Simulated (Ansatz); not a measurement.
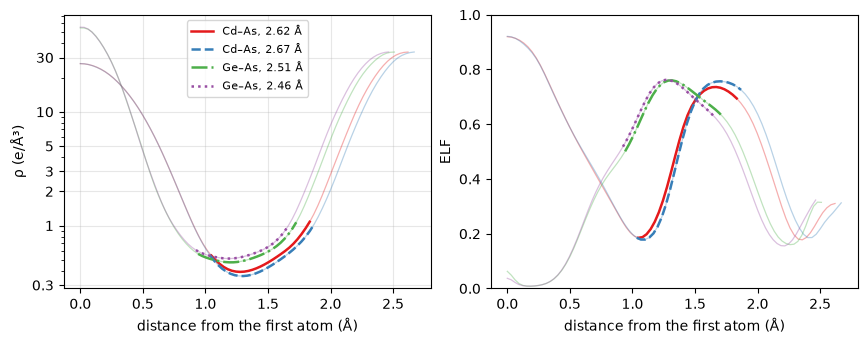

Figure. Cd10Ge10As19 (cell with a defect). Valence pseudo-density and ELF along straight lines between neighbouring atoms. Thin, pale parts lie inside the atomic spheres.

Computed without spin polarisation.

Level of theory: DFT PBE, scalar-relativistic, plane waves, PAW (Ansatz 0.2.0).

In a PAW calculation such maps are meaningful between the atoms, not at the nuclei.

### What can be read from the curves?

Cd–As (2.62 Å): the density is about 0.39 e/Å³ at the midpoint; the ELF is about 0.45 at the midpoint.
Cd–As (2.67 Å): ρ is about 0.36 e/Å³ halfway; the ELF is about 0.40 at the midpoint and 0.20 at its lowest between the atoms.
Ge–As (2.51 Å): the density is about 0.48 e/Å³ at the midpoint; the ELF peaks at about 0.75 between the atoms.
Ge–As (2.46 Å): ρ at the midpoint is about 0.52 e/Å³; the ELF peaks at about 0.75 between the atoms.
